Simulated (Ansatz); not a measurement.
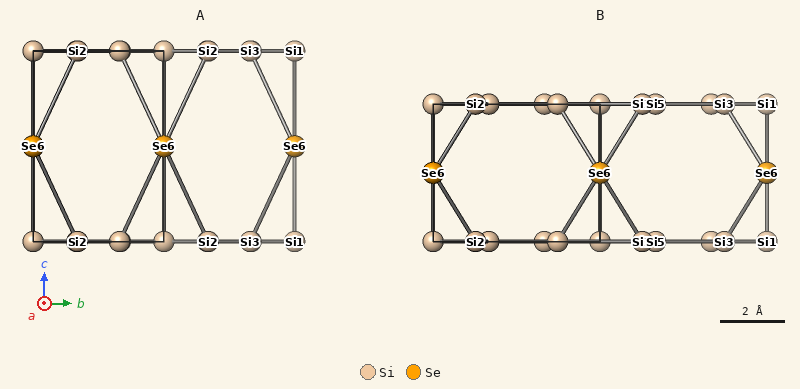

Two geometries of a crystal of Si5Se (a generated structure, set up in P-62m) (coarse preliminary run), drawn at one scale. One is the start of a relaxation, the other its converged end. The picture is a ball-and-stick view of the cell of the calculation, repeated 1 × 2 × 1 with one cell outlined, seen along the a axis.

All numbers below come from DFT PBE, scalar-relativistic, plane waves, PAW (Ansatz). (plane-wave cutoff 420 eV; k-point mesh 6 × 6 × 4; occupations gaussian; smearing width 0.1 eV; no spin polarisation; cell and atoms relaxed; force threshold 0.04 eV/Å; at most 70 steps)

### Which one is relaxed?

Structure B is the relaxed one. The largest moves relative to the cell, 0.52 Å, are those of Si atoms. Se stays in place. The drawn cell changes as follows: a = b 4.778 → 6.096 Å (+27.6 %), c 6.029 → 4.349 Å (−27.9 %); the volume changes by +17.4 %. Some distances before and after: Si–Si 2.734 → 4.005 Å, Si–Si 2.759 → 3.520 Å, Se–Si 3.423 → 2.670 Å, Si–Si 1.578 → 2.312 Å. Among the angles between lasting bonds that change: Si–Si–Si 121.8° → 99.1°. The space group stays P-62m (No. 189). After 12 accepted moves (14 points after the start) the energy has fallen by 7960 meV per atom. The largest force component goes from 33 to under 0.0001 eV/Å. The pressure goes from 139.99 to −0.01 GPa. At 2 points the geometry stayed and the basis and grid were re-selected for the new cell (energy shift of 20.7 meV per atom at most each time).
